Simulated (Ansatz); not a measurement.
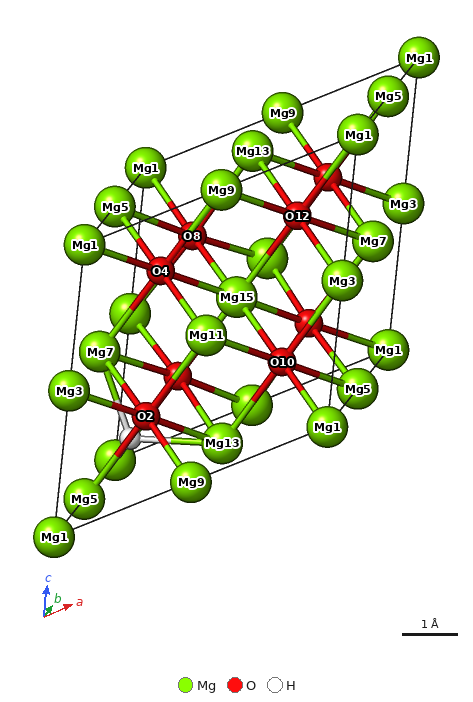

Fig. 1: The starting structure (ball-and-stick view of the cell of the calculation, seen slightly off an axis; atoms are numbered from 1 in the order of the input). An atom can appear more than once, as a periodic image.

Molecular dynamics of Mg₈HO₈ (part 1 of 2)

System: Mg₈HO₈ (defect cell, 17 atoms in the cell).
Method: DFT PBE, scalar-relativistic, plane waves, PAW, PAW set soft_1, spin-polarised (Ansatz 0.2.0).

The structure derives from an entry of the Crystallography Open Database. It belongs to a series of runs on one base structure; here: dynamics from the start. Figures and captions count atoms from 1; the log counts them from 0 in places.

**The input**
```yaml
accuracy: low
crystal:
  lattice:
    - [0.0, 3.952, 3.952]
    - [3.952, 0.0, 3.952]
    - [3.952, 3.952, 0.0]
  atoms:
    - { symbol: Mg, position: [-0.00013153, 0.00451108, -0.00182276] }
    - { symbol: O, position: [0.25605445, 0.23616259, 0.25431265], spin: 0.08 }
    - { symbol: Mg, position: [-0.00063731, 0.00197306, 0.49969995] }
    - { symbol: O, position: [0.25087733, 0.25151257, 0.74918433] }
    - { symbol: Mg, position: [-0.00013926, 0.50043901, -0.00179288] }
    - { symbol: O, position: [0.25598078, 0.756459, 0.25433433], spin: 0.08 }
    - { symbol: Mg, position: [-0.0001722, 0.50040666, 0.50231817] }
    - { symbol: O, position: [0.25603668, 0.75652542, 0.7338908], spin: 0.08 }
    - { symbol: Mg, position: [0.50142422, 0.0019839, -0.00239824] }
    - { symbol: O, position: [0.75089089, 0.25143849, 0.2492134] }
    - { symbol: Mg, position: [0.50147932, 0.00203644, 0.4997822] }
    - { symbol: O, position: [0.75088517, 0.25142288, 0.74921261] }
    - { symbol: Mg, position: [0.50399531, 0.5004242, -0.00184436] }
    - { symbol: O, position: [0.73554827, 0.75658475, 0.25435128], spin: 0.08 }
    - { symbol: Mg, position: [0.50144422, 0.49983353, 0.49972992] }
    - { symbol: O, position: [0.75096626, 0.75142417, 0.74918793] }
    - { symbol: H, position: [0.12591832, 0.62644874, 0.12421647], spin: 0.32 }
magnetization:
  spin_polarized: true
basis:
  ecutwfc: 420.0
kpoints:
  mp_grid: { grid: [2, 2, 2] }
hamiltonian:
  xc: pbe
  pseudopotentials: { kind: paw, azcp: { folder: soft_1 } }
scf:
  occupations: { method: fermi_dirac, width: 0.05 }
  lower_state_search: "off"
md:
  timestep: 0.5
  n_steps: 140
  ensemble: nvt_langevin
  temperature: 1500.0
  initial_velocities: maxwell_boltzmann
  seed: 761532
  friction: 0.02
```

Run as:
```bash
ansatz run input.yaml --threads 1 --pin off --max-ram 3072MiB --backend cpu --events-out ev --progress --plain --runs-dir out
```

**Log**
```
Warning: md: disabling space-group detection — thermal motion breaks the input geometry's symmetry, so no spatial operation reduces the k-mesh or symmetrises the density; time reversal is kept, so that k and −k are solved as one point where they differ and the mesh holds both, and exact exchange and, on two spinor components, a DFT+U term hold to it where the run has them: on two components no moment then forms, and a state that bears one, which a typed moment (crystal.atoms[].spin; refused beside efield: under a hybrid functional) reaches, can lie lower, under hf by electronvolts; crystal.symmetry.detect: false (a key that needs symmetry detection or time reversal refuses this as the deck is read) with time_reversal: false beside it drops time reversal too
Engine: ansatz 0.2.0, aarch64-unknown-linux-gnu
Pseudopotentials: kind: paw
Pseudopotential: Mg, paw, valence charge 10, recommended cutoff 420 eV (normal), [file]
Pseudopotential: O, paw, valence charge 6, recommended cutoff 420 eV (normal), [file]
Pseudopotential: H, paw, valence charge 1, recommended cutoff 420 eV (normal), [file]
Functional definition: PBE
  parameter kappa = 0.804
  parameter beta = 0.06672455060314922
  exchange = pbe_x(kappa = kappa, mu = beta*pi^2/3)
  correlation = pbe_c(beta = beta)
Crystal: 17 atoms, lattice volume = 123.447 Å³
Basis set: ecut = 420 eV, 2421 PW (Γ), exchange–correlation on 80×80×80 points (8 copies of the dense FFT grid, shifted against one another)
Bands: 82, of which v1, the nominal top of the filled ones, is band 65 counted from 1 (64 counted from 0)
Symmetry: 1 space group operations
k-points: 8
Non-local potential: Mg, projectors of the file, l = 0: 3, l = 1: 2, l = 2: 1
Non-local potential: O, projectors of the file, l = 0: 2, l = 1: 2, l = 2: 1
Non-local potential: H, projectors of the file, l = 0: 2, l = 1: 1
PAW form: soft (Blöchl's): semilocal exchange-correlation on the pseudo side does not see the compensation charge
PAW one-centre angular grid: Mg, 110 points (default); XC on 64 Gauss nodes
PAW one-centre angular grid: O, 110 points (default); XC on 64 Gauss nodes
PAW one-centre angular grid: H, 110 points (default); XC on 64 Gauss nodes
Initial density: superposition of atomic densities (chi_scale 0.1, normalization cell, long waves kept (reshape's long-wave potential 0.01 eV rms))
Starting moments: Σ|m| = 0.64 μB on 5 of 17 sites
Initial wavefunctions: pseudopotential atomic-orbital guess
Functional: x = pbe(κ = 0.804, μ = 0.2195149727645171), c = pbe(β = 0.06672455060314922)
SCF iter   1: F=—  HF=-19959.654911 eV  |F-HF|=—  |Δ(HF+E_count)|=         —  Δρ=4.34e-2 (↑4.34e-2 ↓4.03e-2)  dr2=5.23e0  dr2_m=6.26e-2  M=0.717 μB ∫|m|=0.735 μB  β_m=1.00  ethr=3.10e-3  ⟨swp⟩=5.9  Hψ=5581  notcnv=0  defer=20
preconditioner: auto → Resta (q_TF=auto, 2.748 Å⁻¹)  ε∞=3.3  [insulator: Δε(μ)=0.192 eV  Ē_g=17.943 eV  σ=0.050 eV  W_gap=0.59  n_scr=50 (ndim 8)  ℏωp=26.9 eV  f_vac=0.000  D(μ)=2.09/eV (n_scr^D=14)  ε∞_Penn≈3.3]
spin=Collinear: Resta preconditioning applied to the charge; magnetization (m = ρ↑ − ρ↓) channel mixes plain (no charge-response kernel on spin).
SCF iter   2: F=—  HF=-19959.317687 eV  |F-HF|=—  |Δ(HF+E_count)|=   3.37e-1  Δρ=3.01e-2 (↑3.01e-2 ↓2.74e-2)  dr2=2.54e0  dr2_m=2.04e-2  M=0.750 μB ∫|m|=0.786 μB  β_m=1.00  ethr=3.10e-3  ⟨swp⟩=2.0  Hψ=1637  notcnv=0  defer=154
SCF iter   3: F=—  HF=-19959.492322 eV  |F-HF|=—  |Δ(HF+E_count)|=   1.75e-1  Δρ=7.27e-3 (↑7.27e-3 ↓7.12e-3)  dr2=1.08e-1  dr2_m=3.41e-3  M=0.750 μB ∫|m|=0.795 μB  β_m=0.30  ethr=1.97e-3  ⟨swp⟩=2.7  Hψ=2212  notcnv=0  defer=154
SCF iter   4: F=—  HF=-19959.523274 eV  |F-HF|=—  |Δ(HF+E_count)|=   3.10e-2  Δρ=3.31e-3 (↑2.81e-3 ↓3.31e-3)  dr2=1.58e-2  dr2_m=2.00e-3  M=0.750 μB ∫|m|=0.795 μB  β_m=0.30  ethr=8.38e-5  ⟨swp⟩=2.0  Hψ=2678  notcnv=0  defer=154
SCF iter   5: F=—  HF=-19959.527374 eV  |F-HF|=—  |Δ(HF+E_count)|=   4.10e-3  Δρ=1.90e-3 (↑1.28e-3 ↓1.90e-3)  dr2=4.33e-3  dr2_m=1.14e-3  M=0.750 μB ∫|m|=0.795 μB  β_m=0.30  ethr=1.23e-5  ⟨swp⟩=2.0  Hψ=2312  notcnv=0  defer=154
SCF iter   6: F=—  HF=-19959.531680 eV  |F-HF|=—  |Δ(HF+E_count)|=   4.31e-3  Δρ=9.90e-4 (↑7.39e-4 ↓9.90e-4)  dr2=2.09e-4  dr2_m=7.29e-4  M=0.750 μB ∫|m|=0.796 μB  β_m=0.30  ethr=3.35e-6  ⟨swp⟩=2.0  Hψ=2306  notcnv=0  defer=154
SCF iter   7: F=—  HF=-19959.532514 eV  |F-HF|=—  |Δ(HF+E_count)|=   8.34e-4  Δρ=6.60e-4 (↑6.15e-4 ↓6.60e-4)  dr2=3.15e-5  dr2_m=4.41e-4  M=0.750 μB ∫|m|=0.796 μB  β_m=0.30  ethr=1.62e-7  ⟨swp⟩=2.0  Hψ=2191  notcnv=0  defer=154
Mixer restart at iter 7: flushing history
spin-set hold released at iteration 7 (site moments contracting): the magnetisation degrees of freedom join the quasi-Newton model from the next iteration; the mixer history was flushed
SCF iter   8: F=—  HF=-19959.532950 eV  |F-HF|=—  |Δ(HF+E_count)|=   4.36e-4  Δρ=5.14e-4 (↑4.57e-4 ↓5.14e-4)  dr2=2.07e-5  dr2_m=2.56e-4  M=0.750 μB ∫|m|=0.796 μB  β_m=0.65  ethr=2.44e-8  ⟨swp⟩=2.1  Hψ=2192  notcnv=0  defer=154
SCF iter   9: F=—  HF=-19959.533506 eV  |F-HF|=—  |Δ(HF+E_count)|=   5.56e-4  Δρ=5.82e-5 (↑3.85e-5 ↓5.82e-5)  dr2=3.24e-6  dr2_m=1.95e-6  M=0.750 μB ∫|m|=0.797 μB  β_m=0.74  ethr=1.61e-8  ⟨swp⟩=3.1  Hψ=2424  notcnv=0  defer=154
SCF iter  10: F=—  HF=-19959.533256 eV  |F-HF|=—  |Δ(HF+E_count)|=   2.50e-4  Δρ=1.21e-5 (↑1.21e-5 ↓1.15e-5)  dr2=4.20e-7  dr2_m=2.61e-8  M=0.750 μB ∫|m|=0.797 μB  β_m=0.74  ethr=2.51e-9  ⟨swp⟩=2.4  Hψ=1806  notcnv=0  defer=154
iter 11 did not close the SCF: its close was put off for a magnetic moment that had not settled (scf_convergence_deferred on its scf_iter line)
SCF iter  11: F=-19959.533256 eV  HF=-19959.533256 eV  |F-HF|=1.71e-9  |Δ(HF+E_count)|=   6.08e-8  Δρ=4.44e-6 (↑4.44e-6 ↓2.86e-6)  dr2=2.79e-8  dr2_m=1.89e-9  M=0.750 μB ∫|m|=0.797 μB  β_m=0.75  ethr=7.75e-11  ⟨swp⟩=4.2  Hψ=3935  notcnv=0
SCF iter  12: F=-19959.533256 eV  HF=-19959.533256 eV  |F-HF|=6.40e-10  |Δ(HF+E_count)|=   9.98e-9  Δρ=1.12e-6 (↑1.12e-6 ↓7.32e-7)  dr2=1.68e-9  dr2_m=1.18e-10  M=0.750 μB ∫|m|=0.797 μB  ethr=2.16e-11  ⟨swp⟩=2.0  Hψ=3616  notcnv=0
SCF 1 converged in 12 iterations: F = -19959.533256 eV  dr2 = 1.68e-9
  greatest PAW one-centre occupation: 1.000 electrons in one spin orbital (limit 2), on the Mg atom at site 14 (counted from 0), in its partial waves of l = 1
md step     0: t =     0.00 fs  T =  1411.8 K  F+E_penalty+E_count = -19959.53325621 eV  E_kin = 3.102240 eV  (12 SCF iters)
Initial density: handed on by an earlier stage of this run
Starting moments: Σ|m| = 0.64 μB on 5 of 17 sites; this step starts from the density that it was given
Initial wavefunctions: those handed on with the density
iter 1 solved again at ethr=3.29e-6 eV; its pass at ethr=3.10e-3 eV (dr2=4.24e-3 eV) is discarded
SCF iter   1: F=—  HF=-19959.521640 eV  |F-HF|=—  |Δ(HF+E_count)|=         —  Δρ=1.55e-3 (↑1.55e-3 ↓1.07e-3)  dr2=4.24e-3  dr2_m=4.44e-4  M=0.750 μB ∫|m|=0.797 μB  β_m=0.30  ethr=3.29e-6  ⟨swp⟩=3.0  Hψ=4488  notcnv=0
preconditioner: auto → Resta (q_TF=auto, 2.748 Å⁻¹)  ε∞=3.2  [insulator: Δε(μ)=0.740 eV  Ē_g=17.975 eV  σ=0.050 eV  W_gap=0.64  n_scr=50 (ndim 8)  ℏωp=26.9 eV  f_vac=0.000  D(μ)=1.65/eV (n_scr^D=8)  ε∞_Penn≈3.2]
spin=Collinear: Resta preconditioning applied to the charge; magnetization (m = ρ↑ − ρ↓) channel mixes plain (no charge-response kernel on spin).
SCF iter   2: F=—  HF=-19959.521223 eV  |F-HF|=—  |Δ(HF+E_count)|=   4.17e-4  Δρ=1.13e-3 (↑1.13e-3 ↓7.29e-4)  dr2=2.09e-3  dr2_m=2.30e-4  M=0.750 μB ∫|m|=0.797 μB  β_m=0.64  ethr=3.29e-6  ⟨swp⟩=1.1  Hψ=1313  notcnv=0
SCF iter   3: F=—  HF=-19959.520907 eV  |F-HF|=—  |Δ(HF+E_count)|=   3.16e-4  Δρ=2.04e-4 (↑1.59e-4 ↓2.04e-4)  dr2=1.13e-4  dr2_m=3.09e-6  M=0.750 μB ∫|m|=0.797 μB  β_m=0.60  ethr=1.62e-6  ⟨swp⟩=2.0  Hψ=1706  notcnv=0
SCF iter   4: F=—  HF=-19959.520888 eV  |F-HF|=—  |Δ(HF+E_count)|=   1.90e-5  Δρ=4.56e-5 (↑4.56e-5 ↓4.42e-5)  dr2=4.40e-6  dr2_m=3.09e-7  M=0.750 μB ∫|m|=0.797 μB  β_m=0.80  ethr=8.79e-8  ⟨swp⟩=2.0  Hψ=1767  notcnv=0
SCF iter   5: F=—  HF=-19959.520884 eV  |F-HF|=—  |Δ(HF+E_count)|=   3.84e-6  Δρ=1.04e-5 (↑9.98e-6 ↓1.04e-5)  dr2=2.93e-7  dr2_m=1.47e-8  M=0.750 μB ∫|m|=0.797 μB  β_m=0.77  ethr=3.41e-9  ⟨swp⟩=2.0  Hψ=1846  notcnv=0
iter 6 did not close the SCF: its close was put off for a magnetic moment that had not settled (scf_convergence_deferred on its scf_iter line)
[...]
md step     1: t =     0.50 fs  T =  1330.6 K  F+E_penalty+E_count = -19959.52088443 eV  E_kin = 2.923908 eV  (7 SCF iters)
[... from here on the SCF iterations and repeated set-up lines of each step are left out, up to the last step ...]
md step     2: t =     1.00 fs  T =  1264.7 K  F+E_penalty+E_count = -19959.48548884 eV  E_kin = 2.778974 eV  (7 SCF iters)
md step     3: t =     1.50 fs  T =  1264.5 K  F+E_penalty+E_count = -19959.42658756 eV  E_kin = 2.778718 eV  (7 SCF iters)
md step     4: t =     2.00 fs  T =  1227.4 K  F+E_penalty+E_count = -19959.34283049 eV  E_kin = 2.697100 eV  (7 SCF iters)
md step     5: t =     2.50 fs  T =  1210.1 K  F+E_penalty+E_count = -19959.23782480 eV  E_kin = 2.659110 eV  (7 SCF iters)
md step     6: t =     3.00 fs  T =  1112.9 K  F+E_penalty+E_count = -19959.12020199 eV  E_kin = 2.445502 eV  (7 SCF iters)
md step     7: t =     3.50 fs  T =   998.6 K  F+E_penalty+E_count = -19958.99966198 eV  E_kin = 2.194249 eV  (7 SCF iters)
md step     8: t =     4.00 fs  T =   966.6 K  F+E_penalty+E_count = -19958.88100587 eV  E_kin = 2.123956 eV  (7 SCF iters)
md step     9: t =     4.50 fs  T =   976.6 K  F+E_penalty+E_count = -19958.76514204 eV  E_kin = 2.146030 eV  (7 SCF iters)
md step    10: t =     5.00 fs  T =   954.4 K  F+E_penalty+E_count = -19958.64761939 eV  E_kin = 2.097122 eV  (7 SCF iters)
md step    11: t =     5.50 fs  T =   915.9 K  F+E_penalty+E_count = -19958.53648152 eV  E_kin = 2.012544 eV  (7 SCF iters)
md step    12: t =     6.00 fs  T =   841.6 K  F+E_penalty+E_count = -19958.44354283 eV  E_kin = 1.849435 eV  (7 SCF iters)
md step    13: t =     6.50 fs  T =   894.5 K  F+E_penalty+E_count = -19958.36185302 eV  E_kin = 1.965583 eV  (7 SCF iters)
md step    14: t =     7.00 fs  T =   891.8 K  F+E_penalty+E_count = -19958.28546952 eV  E_kin = 1.959717 eV  (7 SCF iters)
md step    15: t =     7.50 fs  T =   918.1 K  F+E_penalty+E_count = -19958.21154422 eV  E_kin = 2.017449 eV  (7 SCF iters)
md step    16: t =     8.00 fs  T =   832.3 K  F+E_penalty+E_count = -19958.13541892 eV  E_kin = 1.828964 eV  (7 SCF iters)
md step    17: t =     8.50 fs  T =   810.6 K  F+E_penalty+E_count = -19958.05327598 eV  E_kin = 1.781284 eV  (7 SCF iters)
md step    18: t =     9.00 fs  T =   777.3 K  F+E_penalty+E_count = -19957.96509995 eV  E_kin = 1.707982 eV  (7 SCF iters)
md step    19: t =     9.50 fs  T =   743.1 K  F+E_penalty+E_count = -19957.87748553 eV  E_kin = 1.632860 eV  (7 SCF iters)
md step    20: t =    10.00 fs  T =   732.7 K  F+E_penalty+E_count = -19957.79774638 eV  E_kin = 1.610018 eV  (7 SCF iters)
md step    21: t =    10.50 fs  T =   750.9 K  F+E_penalty+E_count = -19957.72428574 eV  E_kin = 1.650110 eV  (7 SCF iters)
md step    22: t =    11.00 fs  T =   728.3 K  F+E_penalty+E_count = -19957.65333499 eV  E_kin = 1.600387 eV  (7 SCF iters)
md step    23: t =    11.50 fs  T =   797.8 K  F+E_penalty+E_count = -19957.58498741 eV  E_kin = 1.753205 eV  (7 SCF iters)
md step    24: t =    12.00 fs  T =   829.3 K  F+E_penalty+E_count = -19957.51740366 eV  E_kin = 1.822229 eV  (7 SCF iters)
md step    25: t =    12.50 fs  T =   782.8 K  F+E_penalty+E_count = -19957.45499592 eV  E_kin = 1.720165 eV  (7 SCF iters)
md step    26: t =    13.00 fs  T =   798.2 K  F+E_penalty+E_count = -19957.39904334 eV  E_kin = 1.754084 eV  (7 SCF iters)
md step    27: t =    13.50 fs  T =   782.7 K  F+E_penalty+E_count = -19957.34867887 eV  E_kin = 1.719925 eV  (7 SCF iters)
md step    28: t =    14.00 fs  T =   815.9 K  F+E_penalty+E_count = -19957.30708864 eV  E_kin = 1.792859 eV  (7 SCF iters)
md step    29: t =    14.50 fs  T =   766.3 K  F+E_penalty+E_count = -19957.27241718 eV  E_kin = 1.683886 eV  (7 SCF iters)
md step    30: t =    15.00 fs  T =   823.2 K  F+E_penalty+E_count = -19957.24386851 eV  E_kin = 1.808980 eV  (7 SCF iters)
md step    31: t =    15.50 fs  T =   826.5 K  F+E_penalty+E_count = -19957.22116985 eV  E_kin = 1.816139 eV  (7 SCF iters)
md step    32: t =    16.00 fs  T =   863.8 K  F+E_penalty+E_count = -19957.20815069 eV  E_kin = 1.898059 eV  (7 SCF iters)
md step    33: t =    16.50 fs  T =   867.0 K  F+E_penalty+E_count = -19957.20345781 eV  E_kin = 1.905268 eV  (7 SCF iters)
md step    34: t =    17.00 fs  T =   812.5 K  F+E_penalty+E_count = -19957.20011115 eV  E_kin = 1.785376 eV  (7 SCF iters)
md step    35: t =    17.50 fs  T =   807.5 K  F+E_penalty+E_count = -19957.19348449 eV  E_kin = 1.774411 eV  (7 SCF iters)
md step    36: t =    18.00 fs  T =   864.5 K  F+E_penalty+E_count = -19957.19031034 eV  E_kin = 1.899759 eV  (6 SCF iters)
md step    37: t =    18.50 fs  T =   900.7 K  F+E_penalty+E_count = -19957.19543911 eV  E_kin = 1.979214 eV  (6 SCF iters)
md step    38: t =    19.00 fs  T =   925.0 K  F+E_penalty+E_count = -19957.20413220 eV  E_kin = 2.032717 eV  (7 SCF iters)
md step    39: t =    19.50 fs  T =   938.3 K  F+E_penalty+E_count = -19957.21611018 eV  E_kin = 2.061829 eV  (7 SCF iters)
md step    40: t =    20.00 fs  T =   948.8 K  F+E_penalty+E_count = -19957.23741654 eV  E_kin = 2.084908 eV  (7 SCF iters)
md step    41: t =    20.50 fs  T =   964.3 K  F+E_penalty+E_count = -19957.27081807 eV  E_kin = 2.119006 eV  (7 SCF iters)
md step    42: t =    21.00 fs  T =   959.9 K  F+E_penalty+E_count = -19957.30704119 eV  E_kin = 2.109409 eV  (7 SCF iters)
md step    43: t =    21.50 fs  T =  1011.4 K  F+E_penalty+E_count = -19957.34344492 eV  E_kin = 2.222572 eV  (7 SCF iters)
md step    44: t =    22.00 fs  T =   996.9 K  F+E_penalty+E_count = -19957.37961954 eV  E_kin = 2.190658 eV  (7 SCF iters)
md step    45: t =    22.50 fs  T =   974.8 K  F+E_penalty+E_count = -19957.41323935 eV  E_kin = 2.142057 eV  (7 SCF iters)
md step    46: t =    23.00 fs  T =  1102.3 K  F+E_penalty+E_count = -19957.44276662 eV  E_kin = 2.422143 eV  (7 SCF iters)
md step    47: t =    23.50 fs  T =  1073.3 K  F+E_penalty+E_count = -19957.46863345 eV  E_kin = 2.358572 eV  (7 SCF iters)
md step    48: t =    24.00 fs  T =  1008.9 K  F+E_penalty+E_count = -19957.49001002 eV  E_kin = 2.216951 eV  (7 SCF iters)
md step    49: t =    24.50 fs  T =   966.1 K  F+E_penalty+E_count = -19957.50010075 eV  E_kin = 2.122956 eV  (7 SCF iters)
md step    50: t =    25.00 fs  T =  1040.4 K  F+E_penalty+E_count = -19957.50105772 eV  E_kin = 2.286284 eV  (7 SCF iters)
md step    51: t =    25.50 fs  T =  1125.6 K  F+E_penalty+E_count = -19957.49078043 eV  E_kin = 2.473507 eV  (7 SCF iters)
md step    52: t =    26.00 fs  T =  1101.7 K  F+E_penalty+E_count = -19957.46073599 eV  E_kin = 2.420933 eV  (7 SCF iters)
md step    53: t =    26.50 fs  T =  1202.3 K  F+E_penalty+E_count = -19957.41282724 eV  E_kin = 2.641953 eV  (7 SCF iters)
md step    54: t =    27.00 fs  T =  1190.5 K  F+E_penalty+E_count = -19957.35286057 eV  E_kin = 2.616020 eV  (7 SCF iters)
md step    55: t =    27.50 fs  T =  1157.8 K  F+E_penalty+E_count = -19957.28286396 eV  E_kin = 2.544156 eV  (7 SCF iters)
md step    56: t =    28.00 fs  T =  1153.4 K  F+E_penalty+E_count = -19957.20657240 eV  E_kin = 2.534535 eV  (7 SCF iters)
md step    57: t =    28.50 fs  T =  1164.6 K  F+E_penalty+E_count = -19957.13521008 eV  E_kin = 2.559015 eV  (7 SCF iters)
md step    58: t =    29.00 fs  T =  1126.3 K  F+E_penalty+E_count = -19957.07946612 eV  E_kin = 2.474849 eV  (7 SCF iters)
md step    59: t =    29.50 fs  T =  1188.7 K  F+E_penalty+E_count = -19957.03659606 eV  E_kin = 2.611977 eV  (7 SCF iters)
md step    60: t =    30.00 fs  T =  1235.9 K  F+E_penalty+E_count = -19956.99863754 eV  E_kin = 2.715703 eV  (7 SCF iters)
md step    61: t =    30.50 fs  T =  1253.1 K  F+E_penalty+E_count = -19956.96745518 eV  E_kin = 2.753503 eV  (7 SCF iters)
md step    62: t =    31.00 fs  T =  1255.4 K  F+E_penalty+E_count = -19956.94142705 eV  E_kin = 2.758677 eV  (7 SCF iters)
md step    63: t =    31.50 fs  T =  1270.7 K  F+E_penalty+E_count = -19956.91116527 eV  E_kin = 2.792336 eV  (7 SCF iters)
```
